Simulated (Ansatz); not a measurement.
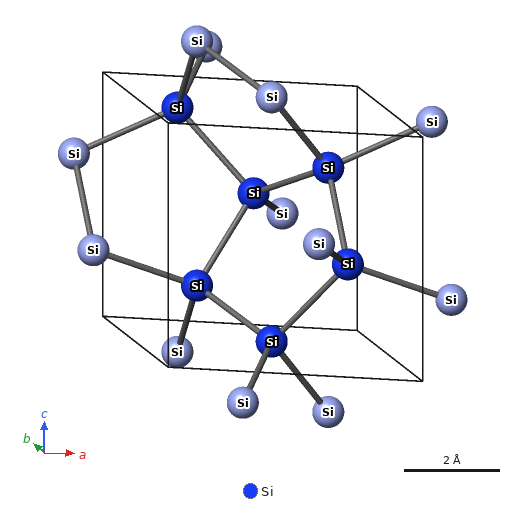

Shown here is a ball-and-stick view of the crystal, taken slightly off an axis. Lines trace the edges of the conventional unit cell. Periodic images bonded to atoms of the box are shown as well, in fainter colours.

Si, space group P6_122 (No. 178), a = 5.57 Å, b = 5.57 Å, c = 5.25 Å, α = 90.00°, β = 90.00°, γ = 120.00°.

Computational set-up: Ansatz, DFT PBE, scalar-relativistic, plane waves, PAW, a cutoff energy of 420 eV, k-points on a 6×6×6 grid, Gaussian smearing of 0.02 eV, no spin polarisation.

Metal or not?

Answer. A semiconductor at this level, with a gap of 1.60 eV on the k-mesh (the true edges may lie between mesh points, so the gap can be somewhat smaller).

The structure comes from a structure type filled with this element by a generator (whether the element takes this form wasn't checked). It was relaxed at fixed volume with Ansatz, DFT PBE, scalar-relativistic, plane waves, PAW.

At this level of theory the cell isn't at rest (stretched, at -4 GPa), so its distances can differ from those at equilibrium, the more so the softer the solid.
